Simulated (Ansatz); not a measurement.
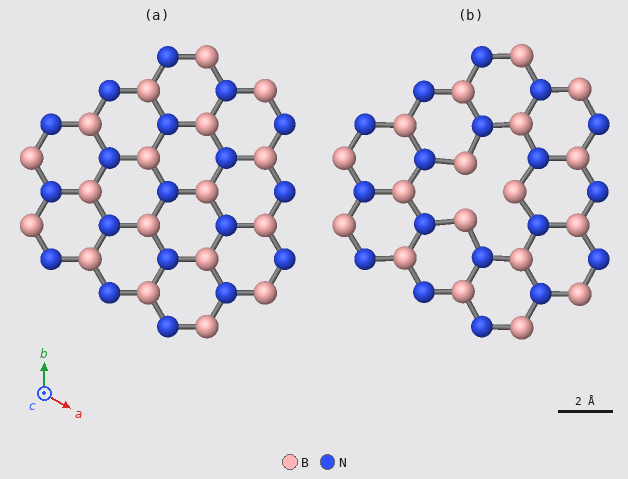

Left: perfect BN. Right: the same region with one point defect, after relaxing the atoms in a supercell of 48 sites. The picture is a ball-and-stick view of the atoms within 5.4 Å of one point, in a slice 5.0 Å thick across the line of sight, seen along the c axis.

Level of theory: Ansatz 0.2.0, DFT PBE, scalar-relativistic, plane waves, PAW. (plane-wave cutoff 420 eV; k-point mesh 2 × 2 × 2; occupations gaussian; smearing width 0.01 eV; no spin polarisation) The cell is small and the k-mesh coarse, so the numbers are rough. A uniform background neutralises the charged cell. The axes drawn are those of the host's conventional cell.

What kind of defect was made?

Answer. A nitrogen atom is taken out (a vacancy).

The charge state of the cell is −1.

What does the relaxation do around it?

Answer. Around the empty N site the host had 3 B at 1.45 Å; after relaxation the nearest atoms are 3 B at 1.23 Å. Of the host's atoms, a boron atom moves furthest from its site, by 0.22 Å.
